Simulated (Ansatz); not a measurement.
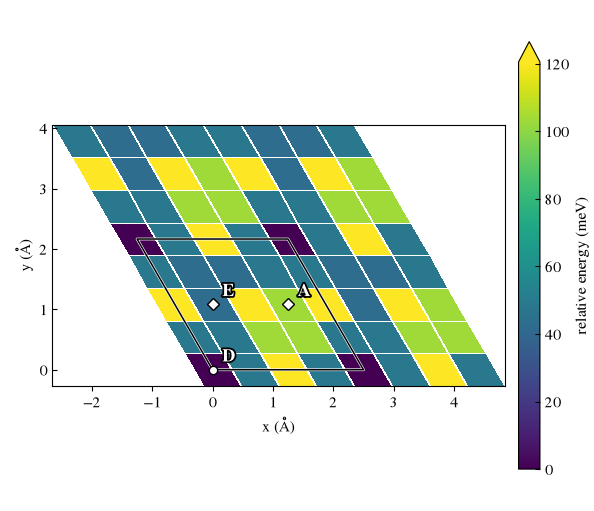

F on a C(001) slab cut from the P6_3/mmc phase (6 atoms of substrate and one adsorbate in a 1 × 1 cell). One F atom a 1 × 1 cell is placed over a mesh of places on the rigid (0 0 1) surface, and only its height is relaxed. Places are given modulo a cell vector. The map is drawn in real space over the plane of the surface. The grid has 4 × 4 points. Energies: meV, counted from the lowest grid point. The relaxed height changes by up to 0.9 Å between neighbouring points. This mesh misses the points at thirds of the hexagonal cell. With one adsorbate in each 1 × 1 cell, its nearest image is 2.5 Å away, so neighbouring adsorbates interact. All numbers below come from Ansatz 0.2.0, DFT PBEsol, scalar-relativistic, plane waves, PAW.

The picture shows one coloured cell a grid point, the outline of one cell of the 2 × 2 shown, one colour for all values above the top of the scale, lettered points.

Is A the lowest point of the computed grid?

No. A lies 103 meV above the lowest grid point, which is at the top site over a surface C atom, (0/4, 0/4) of the cell vectors.

Rank the lettered points by energy, lowest first.

D (0 meV), E (43 meV), A (103 meV).
